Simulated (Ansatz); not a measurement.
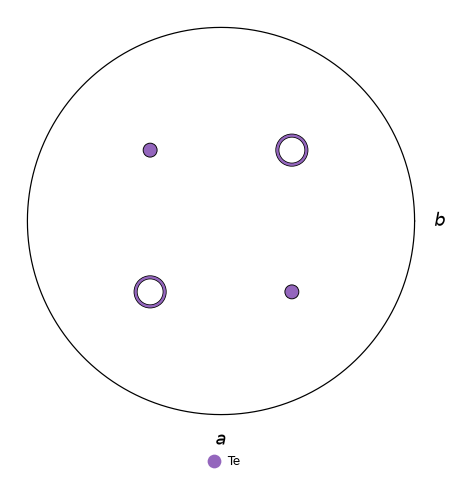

Directions from one cadmium atom at (0, 0, 0) to its bonded neighbours, in stereographic projection down c (filled: above the plane of the page or in it, open: below). Crystal: CdTe, a calculation's input that goes back to an entry of the Crystallography Open Database (an earlier step may have relaxed or displaced it). Geometry calculated from the standardised cell; symmetry tolerance 0.002 Å.

Neighbours are counted up to 3.44 Å for Te.

```
CELL_PARAMETERS angstrom
6.41000 0.00000 0.00000
0.00000 6.41000 0.00000
0.00000 0.00000 6.41000
ATOMIC_POSITIONS crystal
Cd 0.00000 0.00000 0.00000
Te 0.25000 0.25000 0.25000
Cd 0.00000 0.50000 0.50000
Te 0.25000 0.75000 0.75000
Cd 0.50000 0.00000 0.50000
Te 0.75000 0.25000 0.75000
Cd 0.50000 0.50000 0.00000
Te 0.75000 0.75000 0.25000
```

Q: How many neighbours are there, and at what angles?

A: 4: 4 Te at 2.78 Å. Angles between bonds: 109° (6×).

Q: What is the site's symmetry in the crystal?

A: Point group -43m (Td), order 24: three −4 axes, four threefold axes, six mirror planes. In F-43m, No. 216 this is Wyckoff position 4a.
